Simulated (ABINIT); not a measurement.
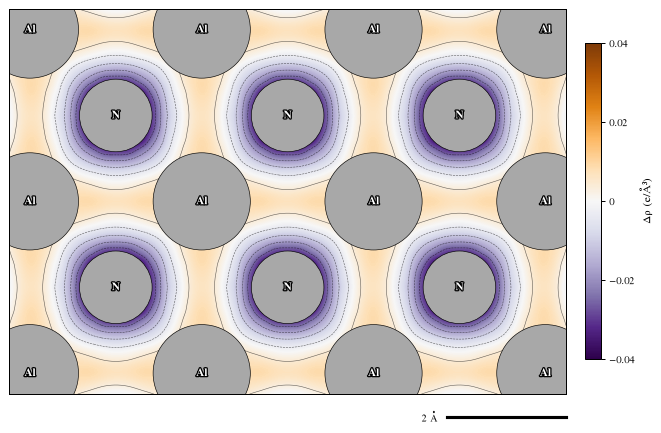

AlN. Difference of the valence pseudo-densities of two functionals at the same geometry, on the (110) plane of the calculation cell: AM05 less SCAN.

Space group Fm-3m; a structure from a database of computed crystals, not necessarily the ambient phase.

Both computed with ABINIT (plane waves, PAW), on the same k-point mesh. Grey discs cover the atomic cores.

```yaml
crystal:
  lattice:
    - [0.00000, 2.03452, 2.03452]
    - [2.03452, 0.00000, 2.03452]
    - [2.03452, 2.03452, 0.00000]
  atoms:
    - { symbol: Al, position: [0.50000, 0.50000, 0.50000] }
    - { symbol: N, position: [0.00000, 0.00000, 0.00000] }
```

**Where does the change of functional move the electrons?**

Against SCAN, AM05 gives more density around Al (+0.006 e/Å³ on average at 1.0 Å from the nucleus), less density around N (−0.019 e/Å³ on average at 0.8 Å from the nucleus) and a change of −0.006 e/Å³ at the midpoint of Al–N.
